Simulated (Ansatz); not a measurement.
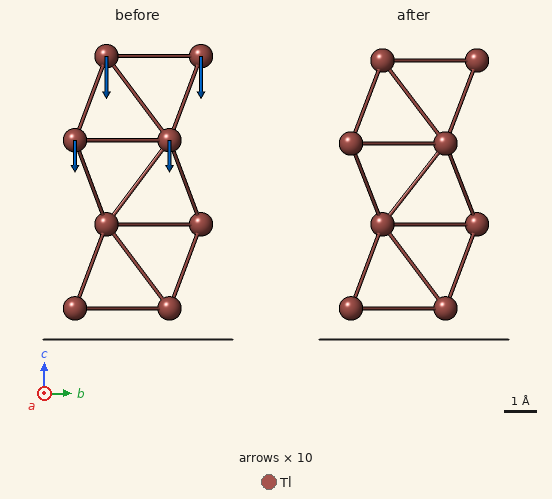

The structure of a slab of composition Tl (cut from the P6_3/mmc phase) before (left) and after (right) a constrained relaxation, at one scale. The blue arrows give the displacements, 10 times their true length.

The picture is a ball-and-stick view of the 2 × 2 repeat of the cell, outlined in the plane, without the vacuum, seen along the a axis.

Case: clean slab, lower half held. The slab is the (0 0 1) face of Tl. 2 atoms are held fixed.

Level of theory: DFT PBEsol, scalar-relativistic, plane waves, PAW (Ansatz 0.2.0).

Input
```yaml
crystal:
  lattice:
    - [3.5018736786, 0.0, 0.0]
    - [-1.7509368393, 3.0327115666, 0.0]
    - [0.0, 0.0, 25.0910024653]
  atoms:
    - { symbol: Tl, position: [0.6666666667, 0.3333333333, 0.3387668552] }
    - { symbol: Tl, position: [0.3333333333, 0.6666666667, 0.4462556184] }
    - { symbol: Tl, position: [0.6666666667, 0.3333333333, 0.5537443816] }
    - { symbol: Tl, position: [0.3333333333, 0.6666666667, 0.6612331448] }
basis:
  ecutwfc: 420
kpoints:
  mp_grid: { grid: [9, 9, 1] }
hamiltonian:
  xc: pbesol
scf:
  occupations: { method: gaussian, width: 0.1 }
output:
  forces: true
  eigenvalues: true
relax:
  adjacent_minimum: "off"
  f_tol: 0.03
  max_steps: 70
  constraints: [{ sites: [0, 1] }]
efield:
  axis: 3
  dipole_correction: true
```

What changed between the two?

The largest move is that of Tl4, 0.14 Å along the normal (−c). The cell doesn't change. Some distances before and after: Tl2–Tl3 3.371 → 3.288 Å, Tl3–Tl4 3.371 → 3.344 Å. Over 2 geometry steps the energy falls by 11.1 meV per cell of the calculation. The largest force component goes from 0.12 to 0.0028 eV/Å. The run took about 20 core-seconds on a shared host.
